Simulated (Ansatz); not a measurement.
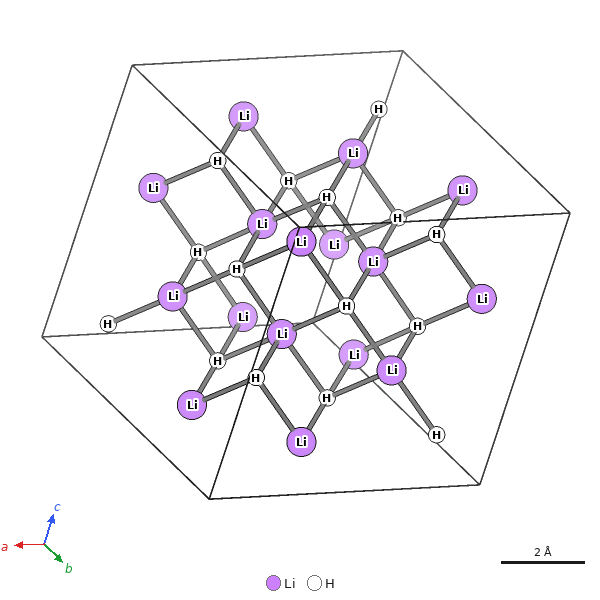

Structure drawing (ball-and-stick), viewed from a general direction. Thin lines show the supercell, with boundary atoms drawn in all their periodic places. The host is LiH, in a cell of 32 sites, and the cell is neutral.

Which defect is modelled here, and what are its neighbours?

A hydrogen vacancy. Around the empty site lie six Li at about 2.0 Å.

Electronic-structure method: Ansatz, DFT PBE, scalar-relativistic, plane waves, PAW. Parameters: 420 eV cutoff, a 1×1×1 grid in reciprocal space, Gaussian smearing of 0.01 eV, collinear spins.

Is a magnetic moment found?

Yes, 1.0 μB in the cell.

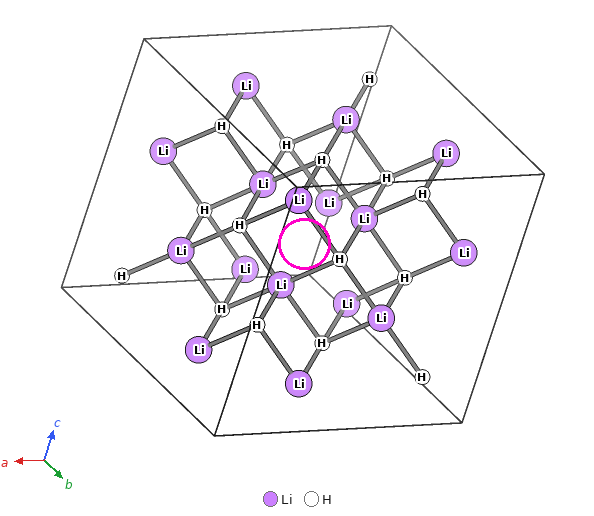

The same cell with a ring at the defect's site.

The atoms were relaxed in the host's cell with Ansatz 0.2.0, DFT PBE, scalar-relativistic, plane waves, PAW.
